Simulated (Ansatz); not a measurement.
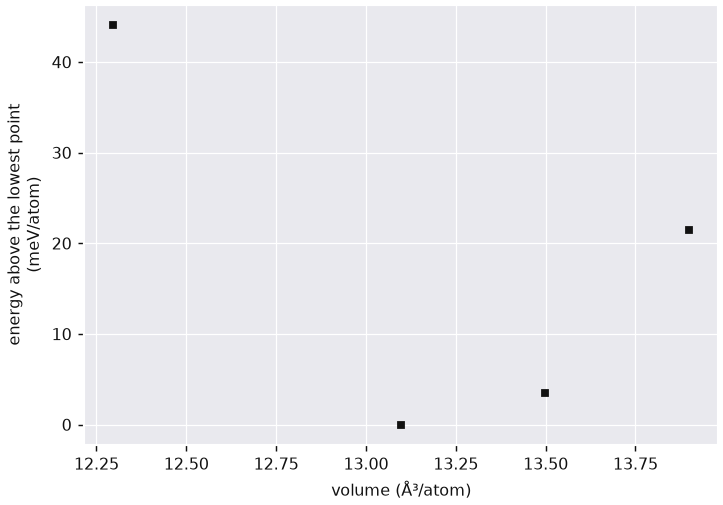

The picture above shows the energy above the lowest point against volume for V, space group Im-3m (No. 229) (one of a set of cubic test structures, which need not be the stable phase).

Calculation (Ansatz 0.2.0 development build): equation of state of a cubic crystal from periodic Kohn-Sham density functional theory without spin, third-order Birch-Murnaghan fit to the free energies; pressure corrected for the finite basis. Level: HSE06.

| setting | value |
| --- | --- |
| structure type | bcc |
| atoms in cell | 1 |
| space group number | 229 |
| lattice centring | body-centred primitive |
| k mesh | 6×6×6 |
| occupation method | Fermi–Dirac |
| occupation width | 0.1 eV |
| wave cutoff | 700 eV |
| datasets | hard PAW |
| density tolerance | 0 eV |
| bands | 11 |
| density cutoff ratio | 4 |
| search for lower states | default |
| exchange singularity | regularized |

The point at volume 12.70 Å³/atom is left out of the plot. What does the calculation give there?

```
volume (Å³/atom)  energy above the lowest point (meV/atom)
           12.70                                      12.9
```

Note: coarse k-mesh, values are not converged in k; pseudopotentials made with PBE, not this functional.
